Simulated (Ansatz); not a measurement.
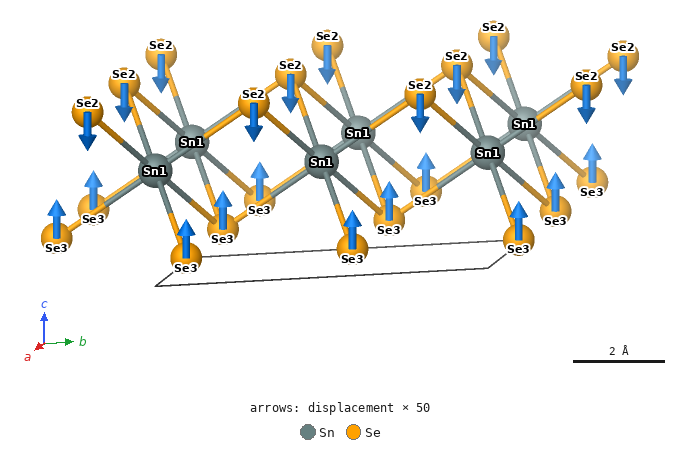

This is a relaxation of a slab of composition SnSe2. The starting structure is drawn; blue arrows show the displacements (the part carried along by the change of the cell is left out), magnified 50 times.

The picture is a ball-and-stick view of the 1 × 2 repeat of the cell, outlined in the plane, without the vacuum, seen slightly off an axis.

Level of theory: Ansatz, DFT, LDA, plane waves, PAW. Set-up: plane-wave cutoff 420 eV; k-point mesh 12 × 12 × 1; occupations fermi dirac; smearing width 0.02 eV; no spin polarisation; cell and atoms relaxed; force threshold 0.005 eV/Å.

### What did the optimiser do to the structure, and how much energy did it gain?

The energy falls by 63.5 meV per cell of the calculation in 3 accepted moves (5 points after the start). The largest force component goes from 0.46 to 0.00042 eV/Å. The line search rejected the trial step at point 1 of the run. At 1 point the geometry stayed and the basis and grid were re-selected for the new cell (energy shift of 1.0 meV per cell of the calculation at most each time). The largest moves, 0.018 Å, are those of Se2 and Se3. Se3 goes along the normal (+c). Sn stays in place. In the plane the drawn cell goes a 3.866 → 3.769 Å (−2.5 %), b 7.732 → 7.539 Å (−2.5 %). Among the contacts that change: Sn1–Se2 2.744 → 2.688 Å.
